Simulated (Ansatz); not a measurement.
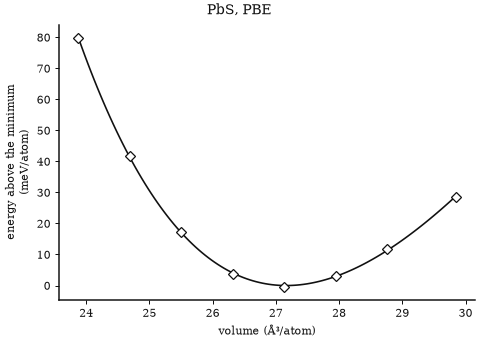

The plot gives the computed energy above the minimum against volume for PbS, space group I4mm (No. 107) (cell built by us, not taken from a database).

Structure:
```yaml
crystal:
  lattice:
    - [-2.12453, 2.12453, 3.00541]
    - [2.12453, -2.12453, 3.00541]
    - [2.12453, 2.12453, -3.00541]
  atoms:
    - { symbol: Pb, position: [0.25231, 0.25231, 0.00000] }
    - { symbol: S, position: [0.74769, 0.74769, 0.00000] }
```

Calculation (Ansatz 0.2.0): third-order Birch-Murnaghan fit to density functional energies at scaled volumes of the given relaxed cell, shape and atoms relaxed at each volume; energies count from the fitted minimum; plane waves with PAW datasets, Γ-centred k mesh. Level: PBE, no spin polarisation.

```tsv
setting	value
wave cutoff	420 eV
k mesh	12×12×12
occupations	Gaussian
smearing width	0.02 eV
```

From this curve and the settings, what does the calculation give for the pressure and gap on the k mesh at the same points?

The pressure falls from 8.81 GPa at volume 23.875 Å³/atom to −2.81 GPa at 29.844 Å³/atom, and changes sign near 27.1 Å³/atom. The gap on the k mesh stays open and runs from 0.016 eV at volume 23.875 Å³/atom to 1.276 eV at 29.844 Å³/atom.

```tsv
volume (Å³/atom)	pressure (GPa)	gap on the k mesh (eV)
23.875	8.81	0.016
24.689	6.08	0.135
25.503	3.71	0.270
26.317	1.70	0.389
27.131	-0.01	0.500
27.945	-1.27	0.697
28.759	-2.08	0.962
29.844	-2.81	1.276
```

Caveats: a crossing between the sampled k points may be missed; structure snapped to symmetry.
